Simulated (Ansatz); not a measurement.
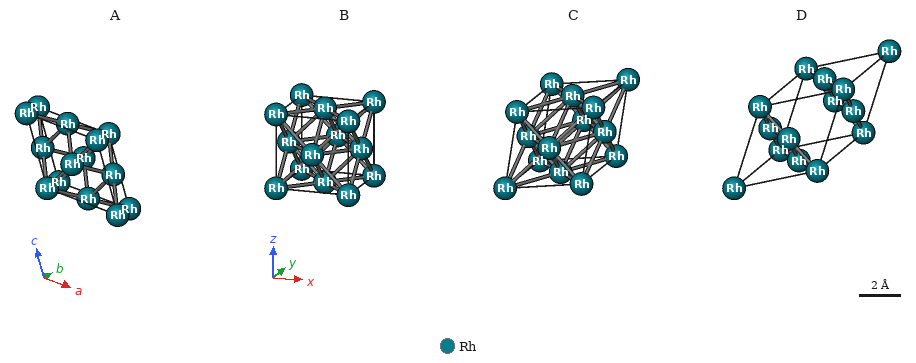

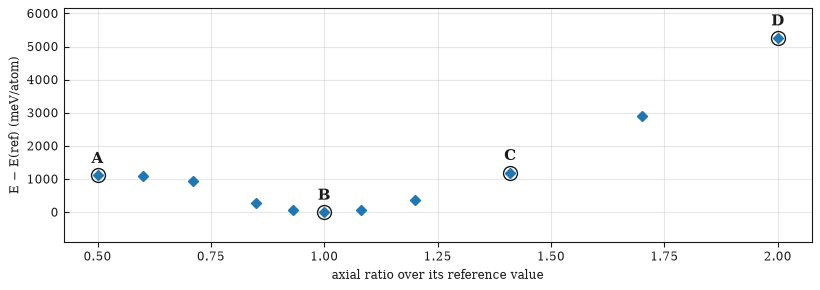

A scan of a crystal of Rh (Fm-3m): the ratio of the cell's length along [111] to its lengths across, counted as 1 for the reference, is changed at fixed volume (a trigonal path), with the atoms kept at their fractional coordinates. x, y and z are the Cartesian axes of the input. The lettered frames are marked on the plot. The picture is a ball-and-stick view of the conventional cell (4 times the calculation's cell), seen slightly off an axis. Lengths and directions refer to the drawn axes.

These are results of DFT PBE, scalar-relativistic, plane waves, PAW (Ansatz 0.2.0), not measurements. (plane-wave cutoff 420 eV; k-point mesh 24 × 24 × 24; occupations gaussian; smearing width 0.15 eV; no spin polarisation). Energies (free energies at the smearing named) are counted from the cell as listed in its source, which wasn't relaxed.

Q: What does the scan show?

A: Of the computed points the lowest is at the relative ratio 1.00, 0 meV/atom. The unrelaxed reference is under a pressure of 5.8 GPa. The distortion takes the space group from Fm-3m to R-3m, except for Pm-3m at 0.50. At the relative ratio 2.00 the cell of the drawing goes a 3.803 → 4.269 Å, b 3.803 → 4.269 Å, c 3.803 → 4.269 Å, α 90.0° → 60.0°, β 90.0° → 60.0°, γ 90.0° → 60.0°.
